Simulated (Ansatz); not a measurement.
**Run report: MgZn3O4, geometry relaxation (part 3 of 3)**

The same run, continued: MgZn3O4 (P1, 8 atoms in the cell); DFT, PBEsol, plane waves, PAW, no spin polarisation (Ansatz 0.2.0); cutoff 420 eV, 4×4×4 k-mesh, Fermi–Dirac smearing of 0.05 eV. The structure was built on a prototype by a generator; it need not be a known phase.

Geometry of the input (Å; fractional positions):
```
4.8653  -0.0146  0.1073
-0.0146  4.9721  -0.0007
0.1073  -0.0007  4.8992
Mg -0.0039  -0.0132  0.0072
Zn 0.0101  0.5008  0.0012
Zn 0.0053  -0.0026  0.4932
Zn 0.5000  0.0046  0.0088
O  0.7827  0.2270  0.7910
O  0.2208  0.7790  0.7849
O  0.7832  0.7843  0.2130
O  0.2203  0.2209  0.2107
```

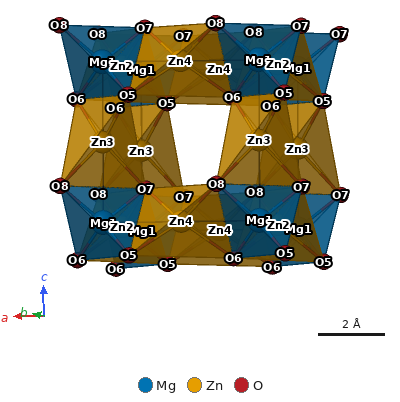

Figure 1. The geometry at step 4 of the log (polyhedral view of the cell of the calculation, seen at an oblique angle; polyhedra are completed across the faces of the cell; atoms are numbered from 1 in the order of the input).

Output, continued:
```
  k-point 35: bands = ["-68.4322", "-35.4213", "-35.4212", "-35.4212", "-13.1936", "-12.9722", "-12.9710", "-12.9698", "-2.0444", "-2.0438", "-2.0432", "-1.8035", "-1.8022", "-1.8011", "-1.5822", "-1.5822", "-1.4748", "-1.1999", "-1.1996", "-1.1992", "-1.1696", "-1.1694", "-1.1691", "-0.7749", "-0.7741", "-0.7737", "0.6528", "1.8178", "1.8182", "2.6671", "2.6680", "2.6692", "3.0089", "3.0096", "3.0099", "8.3224", "8.3236", "8.3259", "10.9028", "10.9495", "10.9542", "10.9593", "12.7290"]
--- Relaxed structure (5 steps of the walk, 5 accepted, 2 SCFs on fresh bases) ---
  F+E_penalty+E_count = -13997.71472323 eV   max|allowed force component| = 1.790e-3 eV/Å   (the final SCF, on the basis selected at the relaxed cell)
  cell:  # Å, volume = 120.5463 Å³
    - [4.939670396785022, 0.00017179284064264752, 0.0024579120592828074]
    - [0.000179568117720273, 4.9402218880154996, -0.00012263927269956845]
    - [0.0024717874863482703, -0.0001097471713023428, 4.939802136612174]
  atoms:
    - { symbol: Mg, position: [0.0023028890533354713, 0.00018013854213114116, 0.001288152630580159] }
    - { symbol: Zn, position: [0.002324991447819827, 0.5001401900907917, 0.0012285686735742925] }
    - { symbol: Zn, position: [0.002337228637208009, -2.959645130772067e-5, 0.5012777138303132] }
    - { symbol: Zn, position: [0.5023135473910512, 1.9444361060325256e-7, 0.0012838216316909648] }
    - { symbol: O, position: [0.7832464483164107, 0.21925149303447125, 0.7822116937606621] }
    - { symbol: O, position: [0.22154824711825968, 0.7809661238898, 0.7820460867117822] }
    - { symbol: O, position: [0.7830914296973972, 0.7809740682360647, 0.22049909098034828] }
    - { symbol: O, position: [0.2213729379385181, 0.219246557614438, 0.22034027968104936] }
```

File rho_z.tsv:
```
# z_ang	rho[e/angstrom^3]
# format = ansatz-planar-average/11
# lattice	4.939670397	0.000171793	0.002457912
# lattice	0.000179568	4.940221888	-0.000122639
# lattice	0.002471787	-0.000109747	4.939802137
# sites	8
# site	12	0.011378729	0.000890179	0.006368857
# site	30	0.011577537	2.470803779	0.006013264
# site	30	0.012784186	-0.000200825	2.476218470
# site	30	2.481266533	0.000087114	0.007576467
# site	8	3.870952126	1.083199735	3.865869258
# site	8	1.096448606	3.858098172	3.863601699
# site	8	3.868898818	3.858295516	1.091050873
# site	8	1.094093352	1.083140491	1.088954611
0.000000	1.893846e0
0.137217	1.650321e0
0.274433	1.108069e0
0.411650	6.698789e-1
0.548867	4.813394e-1
0.686084	4.743535e-1
0.823300	5.400480e-1
0.960517	6.007150e-1
1.097734	6.136994e-1
1.234951	5.633727e-1
1.372167	4.593555e-1
1.509384	3.361288e-1
1.646601	2.363856e-1
1.783818	1.810054e-1
1.921034	1.712246e-1
2.058251	2.223102e-1
2.195468	3.618129e-1
2.332685	5.576123e-1
2.469901	6.644198e-1
2.607118	5.738797e-1
2.744335	3.789397e-1
2.881552	2.311969e-1
3.018768	1.729463e-1
3.155985	1.781785e-1
3.293202	2.293936e-1
3.430419	3.254595e-1
3.567635	4.481755e-1
3.704852	5.557206e-1
3.842069	6.117704e-1
3.979286	6.043349e-1
4.116502	5.467294e-1
4.253719	4.788848e-1
4.390936	4.749501e-1
4.528153	6.424780e-1
4.665369	1.059310e0
4.802586	1.606585e0
```

File v_z.tsv:
```
# z_ang	v_es[eV]	v_tot[eV]
# format = ansatz-planar-average/11
# xc	pbesol
# density_cutoff_ev	1680
# datasets	Mg=:simpson_from_first_knot:soft:shift=-930636	Zn=:simpson_from_first_knot:soft:shift=-765113	O=:simpson_from_first_knot:soft:shift=-234619
# lattice	4.939670397	0.000171793	0.002457912
# lattice	0.000179568	4.940221888	-0.000122639
# lattice	0.002471787	-0.000109747	4.939802137
# sites	8
# site	12	0.011378729	0.000890179	0.006368857
# site	30	0.011577537	2.470803779	0.006013264
# site	30	0.012784186	-0.000200825	2.476218470
# site	30	2.481266533	0.000087114	0.007576467
# site	8	3.870952126	1.083199735	3.865869258
# site	8	1.096448606	3.858098172	3.863601699
# site	8	3.868898818	3.858295516	1.091050873
# site	8	1.094093352	1.083140491	1.088954611
0.000000	-5.184540e0	-1.681675e1
0.137217	-4.779206e0	-1.633485e1
0.274433	-3.504157e0	-1.484219e1
0.411650	-1.894916e0	-1.292600e1
0.548867	-6.942482e-1	-1.138025e1
0.686084	2.743131e-1	-1.009382e1
0.823300	1.133048e0	-9.038280e0
0.960517	1.782131e0	-8.239254e0
1.097734	2.389513e0	-7.383434e0
1.234951	3.275330e0	-6.146263e0
1.372167	4.474438e0	-4.482356e0
1.509384	5.718113e0	-2.683360e0
1.646601	6.767835e0	-1.044409e0
1.783818	7.265614e0	-4.092842e-2
1.921034	6.969132e0	-8.263728e-3
2.058251	6.445243e0	-3.493070e-1
2.195468	5.969033e0	-7.407650e-1
2.332685	5.624647e0	-1.051302e0
2.469901	5.498400e0	-1.168545e0
2.607118	5.603561e0	-1.070782e0
2.744335	5.929444e0	-7.758263e-1
2.881552	6.399177e0	-3.843708e-1
3.018768	6.920840e0	-3.466490e-2
3.155985	7.266739e0	-2.249403e-3
3.293202	6.844589e0	-9.156512e-1
3.430419	5.824788e0	-2.523170e0
3.567635	4.590994e0	-4.318116e0
3.704852	3.374540e0	-6.009678e0
3.842069	2.454865e0	-7.290378e0
3.979286	1.833794e0	-8.170247e0
4.116502	1.199536e0	-8.959657e0
4.253719	3.586367e-1	-9.986389e0
4.390936	-6.033086e-1	-1.125838e1
4.528153	-1.764582e0	-1.276568e1
4.665369	-3.356197e0	-1.466956e1
4.802586	-4.696662e0	-1.623778e1
```

Trajectory as extended XYZ (Å, eV, eV/Å), 7 frames, from step=1 to step=7:
```
8
Lattice="4.8653 -0.0146 0.1073 -0.0146 4.9721 -0.0007 0.1073 -0.0007 4.8992" Properties=species:S:1:pos:R:3:forces:R:3 step=1 energy=-13997.39261 pressure_GPa=3.48
Mg   -0.0179   -0.0656    0.0350    0.9839   2.7202  -2.0015
Zn    0.0421    2.4897    0.0068   -0.1449  -0.7021  -0.1885
Zn    0.0787   -0.0136    2.4168   -0.0899   0.1549   1.0478
Zn    2.4335    0.0156    0.0967    0.0422   0.0194  -0.3303
O     3.8896    1.1167    3.9594    0.4574  -0.5930  -0.0158
O     1.1472    3.8696    3.8688    0.5011  -0.0670  -0.6778
O     3.8219    3.8878    1.1272   -1.5299  -1.4143   1.8587
O     1.0911    1.0950    1.0558   -0.2200  -0.1181   0.3075
8
Lattice="4.9002 -0.0025 0.0579 -0.0024 4.9483 0.0010 0.0581 0.0011 4.9125" Properties=species:S:1:pos:R:3:forces:R:3 step=2 energy=-13997.58850 pressure_GPa=2.04
Mg   -0.0141   -0.0486    0.0222    0.5899   1.5747  -1.1006
Zn    0.0409    2.4666   -0.0066   -0.1137  -0.3215  -0.0702
Zn    0.0540    0.0019    2.4437   -0.0813   0.0090   0.5497
Zn    2.4535    0.0354    0.0626    0.0041  -0.0821  -0.1743
O     3.8731    1.1089    3.9110    0.3472  -0.3592   0.0046
O     1.1275    3.8510    3.8696    0.2962   0.0225  -0.4402
O     3.8540    3.8728    1.1083   -0.8934  -0.8003   1.0852
O     1.0921    1.0827    1.0688   -0.1490  -0.0432   0.1459
8
Lattice="4.9398 -0.0124 0.0231 -0.0127 4.9473 0.0024 0.0233 0.0022 4.9366" Properties=species:S:1:pos:R:3:forces:R:3 step=3 energy=-13997.70324 pressure_GPa=-0.21
Mg    0.0110    0.0036    0.0037   -0.0032  -0.0295   0.0336
Zn    0.0095    2.4757    0.0000   -0.0063   0.0125   0.0149
Zn    0.0188   -0.0077    2.4731    0.0049   0.0049  -0.0042
Zn    2.4813   -0.0032    0.0296    0.0036  -0.0120  -0.0101
O     3.8905    1.0759    3.8837   -0.0097  -0.0014  -0.0107
O     1.1038    3.8660    3.8635   -0.0002   0.0045   0.0079
O     3.8574    3.8512    1.1150    0.0265   0.0267  -0.0402
O     1.0955    1.0844    1.0875   -0.0156  -0.0059   0.0090
8
Lattice="4.9342 0.0011 0.0133 0.0011 4.9409 -0.0006 0.0134 -0.0006 4.9363" Properties=species:S:1:pos:R:3:forces:R:3 step=4 energy=-13997.70503 pressure_GPa=0.00
Mg    0.0114    0.0025    0.0066   -0.0002   0.0006  -0.0012
Zn    0.0122    2.4723    0.0049    0.0000  -0.0011   0.0013
Zn    0.0181   -0.0027    2.4746    0.0003   0.0008   0.0003
Zn    2.4785   -0.0008    0.0136    0.0001  -0.0008  -0.0011
O     3.8765    1.0845    3.8729   -0.0014   0.0015  -0.0015
O     1.1069    3.8580    3.8606    0.0016  -0.0010  -0.0014
O     3.8655    3.8595    1.1005   -0.0010  -0.0018   0.0019
O     1.0942    1.0841    1.0894    0.0006   0.0018   0.0016
8
Lattice="4.9342 0.0011 0.0133 0.0011 4.9409 -0.0006 0.0134 -0.0006 4.9363" Properties=species:S:1:pos:R:3:forces:R:3 step=5 energy=-13997.71438 pressure_GPa=0.12
Mg    0.0114    0.0025    0.0066   -0.0003  -0.0004  -0.0010
Zn    0.0122    2.4723    0.0049    0.0000  -0.0005   0.0011
Zn    0.0181   -0.0027    2.4746    0.0002   0.0014   0.0001
Zn    2.4785   -0.0008    0.0136    0.0002  -0.0001  -0.0012
O     3.8765    1.0845    3.8729   -0.0020   0.0012  -0.0019
O     1.1069    3.8580    3.8606    0.0019  -0.0012  -0.0014
O     3.8655    3.8595    1.1005   -0.0010  -0.0019   0.0020
O     1.0942    1.0841    1.0894    0.0011   0.0014   0.0023
8
Lattice="4.9397 0.0002 0.0025 0.0002 4.9402 -0.0001 0.0025 -0.0001 4.9398" Properties=species:S:1:pos:R:3:forces:R:3 step=6 energy=-13997.71405 pressure_GPa=0.01
Mg    0.0114    0.0009    0.0064    0.0004  -0.0005  -0.0005
Zn    0.0116    2.4708    0.0060   -0.0001   0.0002   0.0003
Zn    0.0128   -0.0002    2.4762   -0.0002   0.0006   0.0001
Zn    2.4813    0.0001    0.0076   -0.0002   0.0004   0.0000
O     3.8710    1.0832    3.8659   -0.0014   0.0012  -0.0014
O     1.0964    3.8581    3.8636    0.0011  -0.0017  -0.0011
O     3.8689    3.8583    1.0911   -0.0011  -0.0018   0.0011
O     1.0941    1.0831    1.0890    0.0015   0.0014   0.0015
8
Lattice="4.9397 0.0002 0.0025 0.0002 4.9402 -0.0001 0.0025 -0.0001 4.9398" Properties=species:S:1:pos:R:3:forces:R:3 step=7 energy=-13997.71472 pressure_GPa=0.01
Mg    0.0114    0.0009    0.0064    0.0004  -0.0008  -0.0005
Zn    0.0116    2.4708    0.0060   -0.0001   0.0005   0.0004
Zn    0.0128   -0.0002    2.4762   -0.0002   0.0007   0.0002
Zn    2.4813    0.0001    0.0076   -0.0002   0.0006   0.0000
O     3.8710    1.0832    3.8659   -0.0014   0.0011  -0.0016
O     1.0964    3.8581    3.8636    0.0010  -0.0017  -0.0010
O     3.8689    3.8583    1.0911   -0.0010  -0.0018   0.0010
O     1.0941    1.0831    1.0890    0.0017   0.0013   0.0015
```

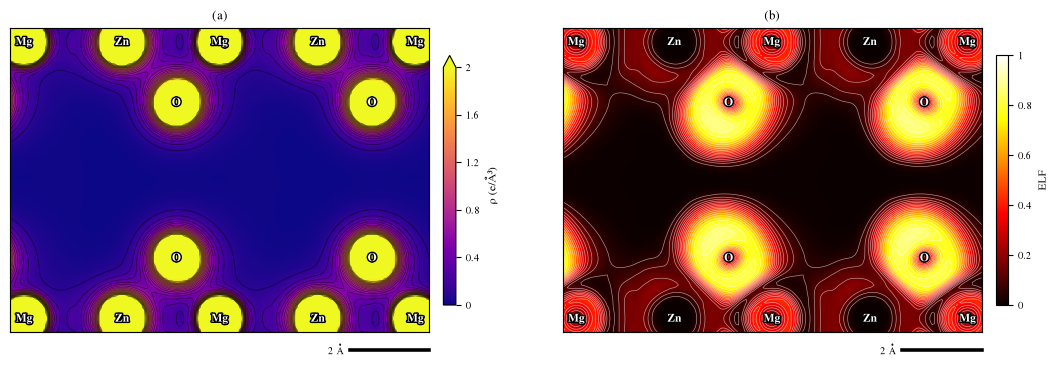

Figure 2. (a) valence electron density; (b) ELF on the (011) plane of the conventional cell. Mg–O (1.88 Å): ρ is about 0.58 e/Å³ halfway; the ELF is about 0.35 at the midpoint. Zn–O (2.07 Å): ρ at the midpoint is about 0.51 e/Å³; the ELF is about 0.25 at the midpoint. Away from the nuclei the density in this plane falls to 0.003 e/Å³ at its lowest. The fields are those of the smooth PAW valence density.

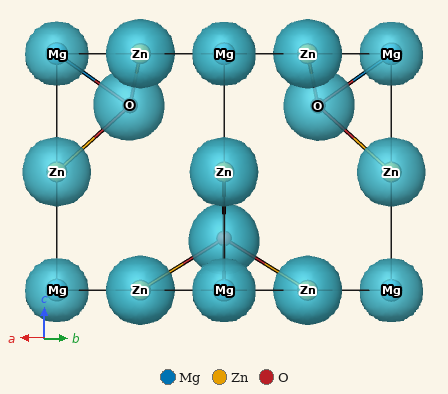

Figure 3. Isosurface of the valence pseudo-density at 1 e/Å³ (cyan), seen along [110]. Sticks mark near contacts. The outline is the cell set on symmetry axes. At this value the density breaks into separate islands; it holds about 75 % of the electrons treated as valence (semicore included). It is pinched off along the Mg–O (1.87 Å) and Zn–O (2.07 Å) contacts. On the grid the lowest density along these lines, outside the cores, is 0.5 e/Å³ (Mg–O, 1.87 Å) and 0.5 e/Å³ (Zn–O, 2.07 Å).

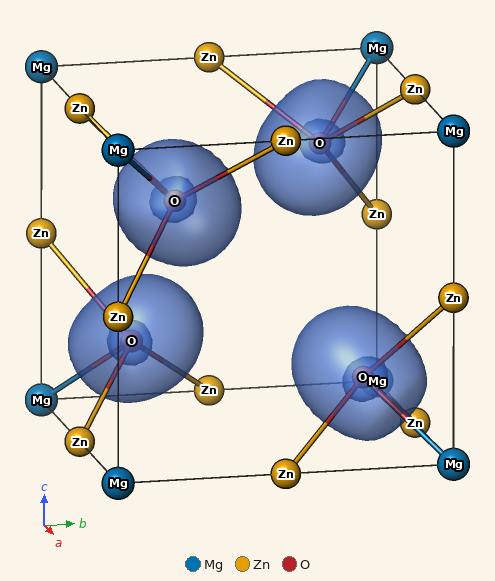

Figure 4. Isosurface of the electron localisation function at 0.65 (blue), seen slightly off an axis. Only the valence region is drawn (cores and ρ < 0.01 e/Å³ removed). Sticks mark near contacts. The outline is the cell set on symmetry axes. Along the contacts the grid gives the following. Mg–O (1.87 Å): the ELF is about 0.35 at the midpoint. Zn–O (2.07 Å): the ELF is about 0.25 at the midpoint.
